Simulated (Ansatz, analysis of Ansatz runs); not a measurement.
# Interstitial N in bcc Mo, hop from an octahedral to the next octahedral site: migration barrier, PBE-D3(BJ), part 2 of 2

How near does this set-up come to the measured migration barrier? Subject: interstitial N in bcc Mo, hop from an octahedral to the next octahedral site. Set-up: PBE-D3(BJ), 32-site cell, PBE-D3(BJ) lattice, 420 eV, k: 4x4x4 Gamma-centred. The model is a cell of 32 host atoms with 1 N put in. The barrier is the energy of the highest image of a climbing band over the relaxed site that the atom leaves.

Ansatz 0.2.0; PBE-D3(BJ), 32-site cell, PBE-D3(BJ) lattice, 420 eV, k: 4x4x4 Gamma-centred.

So far: The structure; Relaxation, charge 0.

**3. Nudged elastic band**

A band of images joins the two ends; its highest image climbs to the saddle, whose energy over the site left is the barrier.

This step: plane-wave PAW DFT, PBE-D3(BJ); nudged elastic band between two relaxed defect structures at fixed charge.

Input file neb/input.yaml:

```yaml
crystal:
  lattice:
    - [0.0, 6.26207933, 6.26207933]
    - [6.26207933, 0.0, 6.26207933]
    - [6.26207933, 6.26207933, 0.0]
  atoms:
    - { symbol: Mo, position: [-0.006675458, -0.006675458, 0.006675458] }
    - { symbol: Mo, position: [0.121664697, 0.121664697, 0.132254871] }
    - { symbol: Mo, position: [0.251466617, 0.251466617, 0.248533383] }
    - { symbol: Mo, position: [0.375, 0.375, 0.380917418] }
    - { symbol: Mo, position: [-0.001466617, -0.001466617, 0.501466617] }
    - { symbol: Mo, position: [0.121664697, 0.121664697, 0.624415735] }
    - { symbol: Mo, position: [0.221270019, 0.221270019, 0.778729981] }
    - { symbol: Mo, position: [0.375, 0.375, 0.869082582] }
    - { symbol: Mo, position: [-0.0006875, 0.499049606, 0.0006875] }
    - { symbol: Mo, position: [0.128520508, 0.621479492, 0.125] }
    - { symbol: Mo, position: [0.250950394, 0.7506875, 0.2493125] }
    - { symbol: Mo, position: [0.374415735, 0.882254871, 0.371664697] }
    - { symbol: Mo, position: [-0.0006875, 0.499049606, 0.500950394] }
    - { symbol: Mo, position: [0.130917418, 0.619082582, 0.625] }
    - { symbol: Mo, position: [0.250950394, 0.7506875, 0.749049606] }
    - { symbol: Mo, position: [0.375584265, 0.867745129, 0.878335303] }
    - { symbol: Mo, position: [0.499049606, -0.0006875, 0.0006875] }
    - { symbol: Mo, position: [0.621479492, 0.128520508, 0.125] }
    - { symbol: Mo, position: [0.7506875, 0.250950394, 0.2493125] }
    - { symbol: Mo, position: [0.882254871, 0.374415735, 0.371664697] }
    - { symbol: Mo, position: [0.499049606, -0.0006875, 0.500950394] }
    - { symbol: Mo, position: [0.619082582, 0.130917418, 0.625] }
    - { symbol: Mo, position: [0.7506875, 0.250950394, 0.749049606] }
    - { symbol: Mo, position: [0.867745129, 0.375584265, 0.878335303] }
    - { symbol: Mo, position: [0.498533383, 0.498533383, 0.001466617] }
    - { symbol: Mo, position: [0.628335303, 0.628335303, 0.117745129] }
    - { symbol: Mo, position: [0.756675458, 0.756675458, 0.243324542] }
    - { symbol: Mo, position: [0.875, 0.875, 0.378520508] }
    - { symbol: Mo, position: [0.528729981, 0.528729981, 0.471270019] }
    - { symbol: Mo, position: [0.628335303, 0.628335303, 0.625584265] }
[... 2 lines left out ...]
    - { symbol: "N", position: [0.375, 0.375, 0.625] }
basis:
  ecutwfc: 420
  xc_grid: 2
hamiltonian:
  xc: pbe
  dispersion: d3bj
kpoints:
  mp_grid: { grid: [4, 4, 4] }
scf:
  occupations: { method: methfessel_paxton, width: 0.1 }
  max_iter: 120
output:
  forces: true
neb:
  images: 3
  f_tol: 0.04
  climbing: true
  initial_path: idpp
  max_iterations: 45
  order_check: false
  final_atoms:
[... 24 lines left out ...]
    - { symbol: Mo, position: [0.502653269, 0.499322785, -0.005993412] }
    - { symbol: Mo, position: [0.625005397, 0.622788157, 0.125573971] }
    - { symbol: Mo, position: [0.749317955, 0.745218131, 0.254781869] }
    - { symbol: Mo, position: [0.873630514, 0.874426029, 0.377211843] }
    - { symbol: Mo, position: [0.493400448, 0.498738587, 0.501261413] }
    - { symbol: Mo, position: [0.625784584, 0.622271958, 0.624794784] }
    - { symbol: Mo, position: [0.742063131, 0.752073901, 0.754596726] }
    - { symbol: Mo, position: [0.867642508, 0.880414035, 0.882936861] }
    - { symbol: "N", position: [0.249317955, 0.498738587, 0.501261413] }
```

On the command line:

```
> ansatz run input.yaml --threads 4 --pin off --max-ram 14131MiB --backend cpu --events-out ev --progress --plain --runs-dir out
```

Numbers of over 12 decimals in the logs are rounded to 6 here.

What it wrote:

```text
[...]
Warning: neb: disabling space-group detection — the band's intermediate images generally break the endpoint symmetry, so no spatial operation reduces the k-mesh or symmetrises the density, except that a semilocal band can use its path's symmetry ahead of [...]
[...]
NEB image 0
Crystal: 33 atoms, lattice volume = 491.118 Å³
Basis set: ecut = 420 eV, 9577 PW (Γ), exchange–correlation on 120×120×120 points (8 copies of the dense FFT grid, shifted against one another)
Bands: 272, of which v1, the nominal top of the filled ones, is band 227 counted from 1 (226 counted from 0)
Symmetry: 1 space group operations
k-points: 36 of 64 (time reversal used)
[...]
SCF iter   1: F=—  HF=-158998.994438 eV  |F-HF|=—  |Δ(HF+E_count)|=         —  Δρ=6.21e-3  dr2=5.22e-1  ethr=1.77e-3  ⟨swp⟩=4.4  Hψ=32037  notcnv=0
[...]
SCF iter   7: F=-158998.957197 eV  HF=-158998.957197 eV  |F-HF|=4.57e-9  |Δ(HF+E_count)|=   3.08e-8  S|Δr|=    0.00e0  Δρ=1.64e-6  dr2=1.22e-8  ethr=2.21e-11  ⟨swp⟩=4.0  Hψ=29683  notcnv=0
SCF 1 converged in 7 iterations: F = -158998.957197 eV  dr2 = 1.22e-8
[...]
NSCF: frozen V_eff on 36 k-points
NEB image 4
SCF iter   1: F=—  HF=-158998.994472 eV  |F-HF|=—  |Δ(HF+E_count)|=         —  Δρ=6.21e-3  dr2=5.23e-1  ethr=1.77e-3  ⟨swp⟩=4.4  Hψ=32039  notcnv=0
[...]
SCF iter   7: F=-158998.957197 eV  HF=-158998.957197 eV  |F-HF|=4.66e-9  |Δ(HF+E_count)|=   3.10e-8  S|Δr|=    0.00e0  Δρ=1.65e-6  dr2=1.24e-8  ethr=2.21e-11  ⟨swp⟩=4.0  Hψ=29768  notcnv=0
SCF 2 converged in 7 iterations: F = -158998.957197 eV  dr2 = 1.24e-8
[...]
NEB end point (image 0): max|allowed force component| = 2.169e-3 eV/Å (the criterion of neb.relax_end_points is 1.000e-2)
NEB end point (image 4): max|allowed force component| = 2.175e-3 eV/Å (the criterion of neb.relax_end_points is 1.000e-2)
NEB image 1
SCF iter   1: F=—  HF=-158998.121781 eV  |F-HF|=—  |Δ(HF+E_count)|=         —  Δρ=6.60e-3  dr2=5.06e-1  ethr=1.77e-3  ⟨swp⟩=4.4  Hψ=31573  notcnv=0
[...]
SCF iter   7: F=-158998.079402 eV  HF=-158998.079402 eV  |F-HF|=6.87e-9  |Δ(HF+E_count)|=   2.94e-8  S|Δr|=    0.00e0  Δρ=1.51e-6  dr2=1.21e-8  ethr=2.21e-11  ⟨swp⟩=4.0  Hψ=27238  notcnv=0
SCF 3 converged in 7 iterations: F = -158998.079402 eV  dr2 = 1.21e-8
NEB image 2
SCF iter   1: F=—  HF=-158997.644528 eV  |F-HF|=—  |Δ(HF+E_count)|=         —  Δρ=7.52e-3  dr2=6.65e-1  ethr=1.77e-3  ⟨swp⟩=4.4  Hψ=31203  notcnv=0
[...]
SCF iter   7: F=-158997.586113 eV  HF=-158997.586113 eV  |F-HF|=5.70e-9  |Δ(HF+E_count)|=   2.37e-8  S|Δr|=    0.00e0  Δρ=1.52e-6  dr2=1.17e-8  ethr=2.21e-11  ⟨swp⟩=4.0  Hψ=29199  notcnv=0
SCF 4 converged in 7 iterations: F = -158997.586113 eV  dr2 = 1.17e-8
NEB image 3
SCF iter   1: F=—  HF=-158998.375872 eV  |F-HF|=—  |Δ(HF+E_count)|=         —  Δρ=6.69e-3  dr2=5.35e-1  ethr=1.77e-3  ⟨swp⟩=4.4  Hψ=31401  notcnv=0
[...]
SCF iter   7: F=-158998.330793 eV  HF=-158998.330793 eV  |F-HF|=6.46e-9  |Δ(HF+E_count)|=   2.74e-8  S|Δr|=    0.00e0  Δρ=1.52e-6  dr2=1.19e-8  ethr=2.21e-11  ⟨swp⟩=4.0  Hψ=28060  notcnv=0
SCF 5 converged in 7 iterations: F = -158998.330793 eV  dr2 = 1.19e-8
NEB iter   1: max|band force component| = 5.025e0 eV/Å  barrier→ = 1.3711 eV  barrier← = 1.3711 eV  Δτ_max = 0.0918 Å  (35 SCF iters)
NEB image 1
[...]
iter 1 solved again at ethr=9.00e-5 eV; its pass at ethr=3.10e-3 eV (dr2=4.08e-1 eV) is discarded
[...]
SCF iter   7: F=-158998.346769 eV  HF=-158998.346769 eV  |F-HF|=2.76e-9  |Δ(HF+E_count)|=   3.73e-8  S|Δr|=    0.00e0  Δρ=1.33e-6  dr2=7.32e-9  ethr=2.21e-11  ⟨swp⟩=4.0  Hψ=29868  notcnv=0
SCF 6 converged in 7 iterations: F = -158998.346769 eV  dr2 = 7.32e-9
NEB image 2
[...]
SCF iter   7: F=-158997.844382 eV  HF=-158997.844383 eV  |F-HF|=4.48e-9  |Δ(HF+E_count)|=   5.06e-8  S|Δr|=    0.00e0  Δρ=1.64e-6  dr2=1.13e-8  ethr=2.21e-11  ⟨swp⟩=4.1  Hψ=29895  notcnv=0
SCF 7 converged in 7 iterations: F = -158997.844382 eV  dr2 = 1.13e-8
NEB image 3
[...]
SCF iter   7: F=-158998.415928 eV  HF=-158998.415928 eV  |F-HF|=3.52e-9  |Δ(HF+E_count)|=   3.19e-8  S|Δr|=    0.00e0  Δρ=1.45e-6  dr2=9.19e-9  ethr=2.21e-11  ⟨swp⟩=4.0  Hψ=29816  notcnv=0
SCF 8 converged in 7 iterations: F = -158998.415928 eV  dr2 = 9.19e-9
NEB iter   2: max|band force component| = 1.859e0 eV/Å  barrier→ = 1.1128 eV  barrier← = 1.1128 eV  Δτ_max = 0.0478 Å  (21 SCF iters)
NEB image 1
[...]
SCF iter   7: F=-158998.487838 eV  HF=-158998.487838 eV  |F-HF|=3.38e-9  |Δ(HF+E_count)|=   2.61e-8  S|Δr|=    0.00e0  Δρ=1.10e-6  dr2=6.48e-9  ethr=2.21e-11  ⟨swp⟩=4.0  Hψ=28224  notcnv=0
SCF 9 converged in 7 iterations: F = -158998.487838 eV  dr2 = 6.48e-9
NEB image 2
[...]
SCF iter   7: F=-158998.035915 eV  HF=-158998.035915 eV  |F-HF|=3.32e-9  |Δ(HF+E_count)|=   3.50e-8  S|Δr|=    0.00e0  Δρ=1.28e-6  dr2=7.67e-9  ethr=2.21e-11  ⟨swp⟩=4.0  Hψ=29483  notcnv=0
SCF 10 converged in 7 iterations: F = -158998.035915 eV  dr2 = 7.67e-9
NEB image 3
[...]
SCF iter   7: F=-158998.511135 eV  HF=-158998.511135 eV  |F-HF|=2.94e-9  |Δ(HF+E_count)|=   1.83e-8  S|Δr|=    0.00e0  Δρ=1.01e-6  dr2=5.31e-9  ethr=2.21e-11  ⟨swp⟩=4.0  Hψ=22772  notcnv=0
SCF 11 converged in 7 iterations: F = -158998.511135 eV  dr2 = 5.31e-9
NEB iter   3: max|band force component| = 7.569e-1 eV/Å  barrier→ = 0.9213 eV  barrier← = 0.9213 eV  Δτ_max = 0.0347 Å  (21 SCF iters)
[...]
NEB iter   4: max|band force component| = 3.351e-1 eV/Å  barrier→ = 0.8744 eV  barrier← = 0.8744 eV  CI = image 2  Δτ_max = 0.0402 Å  (18 SCF iters)
[...]
NEB iter   5: max|band force component| = 1.285e-1 eV/Å  barrier→ = 0.8641 eV  barrier← = 0.8641 eV  CI = image 2  Δτ_max = 0.0385 Å  (18 SCF iters)
[...]
NEB iter   6: max|band force component| = 6.501e-2 eV/Å  barrier→ = 0.8619 eV  barrier← = 0.8619 eV  CI = image 2  Δτ_max = 0.0032 Å  (18 SCF iters)
NEB image 1
[...]
SCF iter   5: F=-158998.522054 eV  HF=-158998.522054 eV  |F-HF|=1.53e-8  |Δ(HF+E_count)|=   3.45e-8  S|Δr|=    0.00e0  Δρ=1.60e-6  dr2=2.08e-8  ethr=2.21e-11  ⟨swp⟩=4.0  Hψ=27701  notcnv=0
SCF 21 converged in 5 iterations: F = -158998.522054 eV  dr2 = 2.08e-8
NEB image 2
[...]
SCF iter   5: F=-158998.095644 eV  HF=-158998.095644 eV  |F-HF|=1.37e-8  |Δ(HF+E_count)|=   4.84e-8  S|Δr|=    0.00e0  Δρ=1.60e-6  dr2=1.94e-8  ethr=2.21e-11  ⟨swp⟩=4.0  Hψ=29828  notcnv=0
SCF 22 converged in 5 iterations: F = -158998.095644 eV  dr2 = 1.94e-8
NEB image 3
[...]
SCF iter   5: F=-158998.522521 eV  HF=-158998.522521 eV  |F-HF|=1.28e-8  |Δ(HF+E_count)|=   2.01e-8  S|Δr|=    0.00e0  Δρ=1.45e-6  dr2=1.72e-8  ethr=2.21e-11  ⟨swp⟩=4.0  Hψ=27422  notcnv=0
SCF 23 converged in 5 iterations: F = -158998.522521 eV  dr2 = 1.72e-8
NEB image 1
[...]
NEB image 3
[...]
NEB image 2
[...]
NEB iter   7: max|band force component| = 2.088e-2 eV/Å  barrier→ = 0.8616 eV  barrier← = 0.8616 eV  CI = image 2  Δτ_max = 0.0000 Å  (15 SCF iters)
SCF converged after 5 iterations
[...]
Free energy (F): -158998.095644 eV
[...]
Internal energy: -158998.092731 eV  (E = F + TS)
E sigma→0 (E₀):  -158998.094916 eV
Entropy (-TS):   -0.002912 eV (-0.088 meV/atom)
Fermi energy:    21.758200 eV
Step filling:    the computed levels leave a gap of 0.0001 eV = 0.0 smearing widths at the electron count; against every level under it full and every level over it empty, smearing changes F+E_penalty+E_count by -3.911 meV and its σ→0 estimate by -3.183 meV
[...]
--- Forces (eV/Å), atoms counted from 1 ---
  atom   1  Mo    -0.00203484     0.00228932     0.01251406
  atom   2  Mo     0.00399411     0.00175947    -0.00975630
  [... 1 atom left out ...]
  atom   4  Mo    -0.00835893    -0.00257543    -0.00205817
  [... 2 atoms left out ...]
  atom   7  Mo    -0.00086351    -0.00216374     0.00798528
  atom   8  Mo     0.00775783     0.00488370    -0.00559232
  atom   9  Mo    -0.00043062     0.00216973     0.00467315
  [... 4 atoms left out ...]
  atom  14  Mo     0.01400405    -0.00403358    -0.00264209
  [... 2 atoms left out ...]
  atom  17  Mo    -0.00186648     0.00172950     0.00515646
  [... 3 atoms left out ...]
  atom  21  Mo    -0.00145109     0.00241543     0.00425729
  atom  22  Mo    -0.00417950     0.00412608    -0.00564579
  [... 6 atoms left out ...]
  atom  29  Mo    -0.00146158     0.00399402     0.01703578
  [... 3 atoms left out ...]
  atom  33  N     -0.00433665     0.00207845    -0.01869213
  max |Σ_I F_I| component: 9.49e-6 eV/Å
--- Band table (eV; the first three rows and the last of 36) ---
[...]
[... further k-points left out ...]
this run last wrote the band of iteration 7 to <dir>
--- NEB band (5 images, 7 band iterations, 146 SCF iterations) ---
  forward barrier  = 0.861554 eV
  backward barrier = 0.861554 eV
  lagrangian_above_aufbau_ev (what the smearing adds, to first order; not taken off the barriers): saddle image -0.003911 eV, end points -0.003177 and -0.003177 eV
  climbing image's point = of an order that was not read
  energies are F+E_penalty+E_count in eV, relative to image 0
  image     s (Å)  Δ vs image 0  max|band force component| (eV/Å)
      0    0.0000      0.000000                                 —
      1    0.4576      0.435143                          1.593e-2
  *   2    0.9151      0.861554                          1.869e-2
      3    1.3722      0.434677                          2.088e-2
      4    1.8293      0.000000                                 —
  climbing-image geometry (image 2):
  cell:  # Å, volume = 491.1178 Å³
    - [0.0, 6.26207933, 6.26207933]
    - [6.26207933, 0.0, 6.26207933]
    - [6.26207933, 6.26207933, 0.0]
  atoms:
    - { symbol: Mo, position: [-0.002490, -0.003579, 0.003612] }
    - { symbol: Mo, position: [0.122351, 0.119964, 0.131496] }
    - { symbol: Mo, position: [0.250491, 0.246961, 0.246210] }
    - { symbol: Mo, position: [0.386355, 0.362711, 0.356845] }
    - { symbol: Mo, position: [-0.004837, 0.005285, 0.501585] }
    - { symbol: Mo, position: [0.124808, 0.123492, 0.624227] }
    - { symbol: Mo, position: [0.237946, 0.230600, 0.769412] }
    - { symbol: Mo, position: [0.375527, 0.373605, 0.876659] }
    - { symbol: Mo, position: [-0.001317, 0.497976, 0.002841] }
    - { symbol: Mo, position: [0.126152, 0.622972, 0.125559] }
    - { symbol: Mo, position: [0.248790, 0.750410, 0.249621] }
    - { symbol: Mo, position: [0.373346, 0.876558, 0.375676] }
    - { symbol: Mo, position: [-0.001577, 0.500101, 0.499932] }
    - { symbol: Mo, position: [0.105925, 0.643154, 0.637263] }
    - { symbol: Mo, position: [0.250990, 0.750183, 0.750617] }
    - { symbol: Mo, position: [0.373836, 0.868472, 0.880026] }
    - { symbol: Mo, position: [0.498135, -0.000689, 0.000718] }
    - { symbol: Mo, position: [0.626835, 0.122299, 0.122645] }
    - { symbol: Mo, position: [0.751766, 0.249405, 0.249840] }
    - { symbol: Mo, position: [0.880699, 0.375288, 0.373180] }
    - { symbol: Mo, position: [0.499487, -0.002825, 0.502042] }
    - { symbol: Mo, position: [0.625843, 0.123290, 0.626359] }
    - { symbol: Mo, position: [0.749562, 0.250722, 0.749302] }
    - { symbol: Mo, position: [0.872557, 0.375758, 0.876457] }
    - { symbol: Mo, position: [0.502003, 0.498446, -0.005253] }
    - { symbol: Mo, position: [0.625628, 0.624282, 0.123418] }
    - { symbol: Mo, position: [0.752514, 0.751519, 0.248513] }
    - { symbol: Mo, position: [0.874726, 0.874394, 0.376987] }
    - { symbol: Mo, position: [0.518412, 0.511002, 0.489024] }
    - { symbol: Mo, position: [0.629182, 0.626797, 0.624686] }
    - { symbol: Mo, position: [0.743627, 0.753817, 0.753077] }
    - { symbol: Mo, position: [0.871804, 0.877331, 0.877698] }
    - { symbol: N, position: [0.312169, 0.436984, 0.563039] }
```

Run time: 68 min. Hardware: 4 threads of Arm Neoverse V1, shared host; peak memory 10 GiB.

Images along the path:

```
image  path (Å)  energy (eV)     N33: x, y, z (Å)
    0     0.000       0.0000  6.262, 6.262, 4.697
    1     0.458       0.4351  6.260, 5.862, 4.695
    2     0.915       0.8616  6.262, 5.481, 4.691
    3     1.372       0.4347  6.262, 5.100, 4.688
    4     1.829       0.0000  6.262, 4.700, 4.684
```

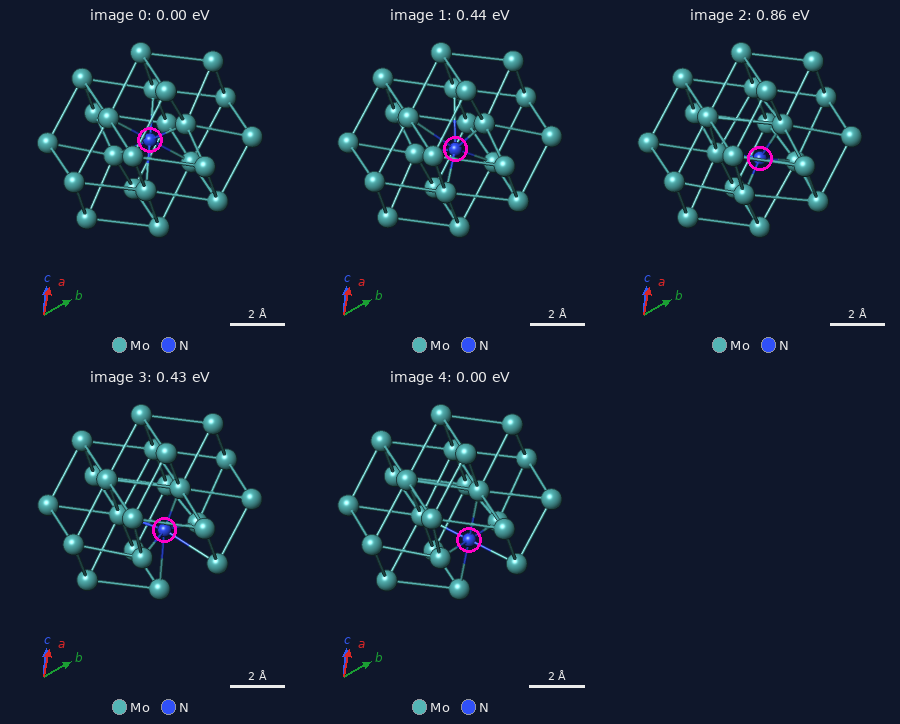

Images along the path; N33 is ringed.

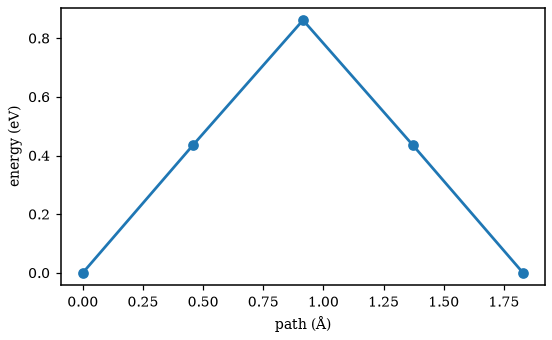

Energy along the path.

This step gave:

```
free energy      : -158998.0956 eV
smearing term TS : 0.002912 eV
barrier forward  : 0.8616 eV
barrier backward : 0.8616 eV
```

**4. Results**

```yaml
migration_barrier_saddle_less_minimum: 0.86 eV
energy_difference_of_the_two_ends: 0.00 eV
length_of_the_hop: 1.56 Å
time_of_the_whole_chain: 75 min on 4 threads
```

**Reading.** Migration barrier: computed 0.86 eV, measured 1.2 eV and 1.08 eV; 0.22 eV below the nearest measurement. The measured number is an Arrhenius activation energy of long-range diffusion; for H it holds zero-point energy and, in bcc metals near room temperature, tunnelling. One hop between neighbouring sites is computed at the host's lattice. Limits: the periodic copies of the defect are only 8.9 Å apart.

[Logs are printed without paths, hosts, clocks, repeated set-up lines and the standing remarks that a program may print on its own settings, such as how far it seeks lower states.]

[Hosts, paths, dates, database ids (printed as entryN), source tags and the programs' standing remarks are cut or masked in the printed files.]

[For some hosts the program warned that the k-mesh of the response run may be too coarse for force constants and the static dielectric constant; such warnings are not shown here.]
